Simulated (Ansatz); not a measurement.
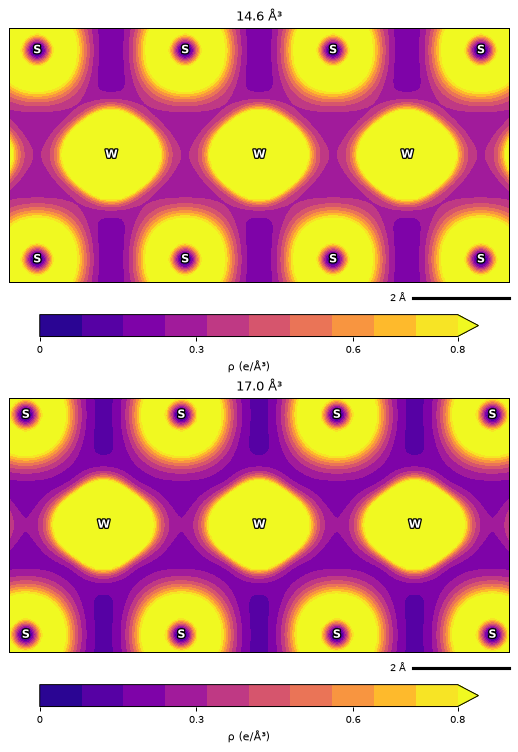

WS. The valence electron density of cells scaled evenly to different volumes (given per atom above each panel), on the (110) plane of each (indices in the axes of the cell below), at one length scale and on one colour scale.

Started from the CsCl (B2) prototype, which need not be the ambient phase; Hubbard U of 6.2 eV on W d only.

Level of theory: Ansatz, DFT PBE+U, scalar-relativistic, plane waves, PAW.

Core electrons are frozen (PAW), and the valence fields are smoothed inside the atomic spheres.

The largest cell:

```
W S
1.0
     3.24044    0.00000    0.00000
     0.00000    3.24044    0.00000
     0.00000    0.00000    3.24044
W S
1 1
Direct
  0.00000 0.00000 0.00000
  0.50000 0.50000 0.50000
```

| volume (Å³/atom) | W–S contact in the plane (Å) | ρ at its midpoint (e/Å³) | pressure (GPa) | 
| --- | --- | --- | --- |
| 14.63 | 2.669 | 0.331 | 6.3 | 
| 15.65 | 2.729 | ? | ? | 
| 17.01 | 2.806 | 0.240 | 0.0 | 

Estimate the missing row, and compare with the calculation.

Answer. Over the known rows ln ρ falls by 2.35 per Å of W–S distance (the line through the two), which gives 0.288 e/Å³ at 2.729 Å; the calculation gives 0.280 e/Å³. For the pressure, a straight line in volume between the neighbouring rows gives 3.6 GPa; the calculation gives 7.7.
